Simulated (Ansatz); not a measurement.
Input file:

```
crystal:
  lattice:
    - [1.8026697261, -2.0662876276, 0.0]
    - [1.8026697261, 2.0662876276, 0.0]
    - [0.0, 0.0, 3.7927044821]
  atoms:
    - { symbol: Ti, position: [0.5, 0.5, 0.0] }
    - { symbol: Si, position: [0.0, 0.0, 0.5] }
basis:
  ecutwfc: 420
kpoints:
  mp_grid: { grid: [24, 24, 18] }
hamiltonian:
  xc: pbesol
scf:
  occupations: { method: gaussian, width: 0.15 }
output:
  forces: true
  stress: true
  eigenvalues: true
  write_density: true
  write_potential: true
  elf: true
  volumetric_format: npy
```

Command:

```sh
ansatz run input.yaml --threads 1 --pin off --max-ram 2560MiB --backend cpu --events-out ev --progress --plain --runs-dir out
```

Below, planes, directions and counts refer to the conventional cell (a = 3.61 Å, b = 4.13 Å, c = 3.79 Å, α = 90.00°, β = 90.00°, γ = 90.00°).

Space group Cmmm; a structure from a database of computed crystals, not necessarily the ambient phase; computed without spin polarisation.

Level of theory: DFT PBEsol, scalar-relativistic, plane waves, PAW in Ansatz 0.2.0.

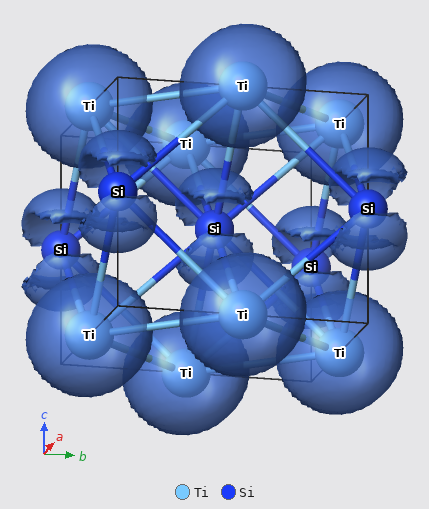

TiSi. Isosurface of the valence electron density at 0.4 e/Å³ (blue), seen at an oblique angle. Sticks mark near contacts.

Core electrons are frozen (PAW), and the valence fields are smoothed inside the atomic spheres.

### What does this surface tell about the bonding?

At this value the density breaks into separate islands; it holds about 60 % of the electrons treated as valence (semicore included). It bridges none of the near contacts. It is pinched off along the sampled Ti–Si (2.62 Å), Ti–Ti (2.74 Å) and Ti–Si (2.80 Å) contacts. On the grid the lowest density along these lines, outside the cores, is 0.29 e/Å³ (Ti–Si, 2.62 Å), 0.26 e/Å³ (Ti–Ti, 2.74 Å) and 0.23 e/Å³ (Ti–Si, 2.80 Å).
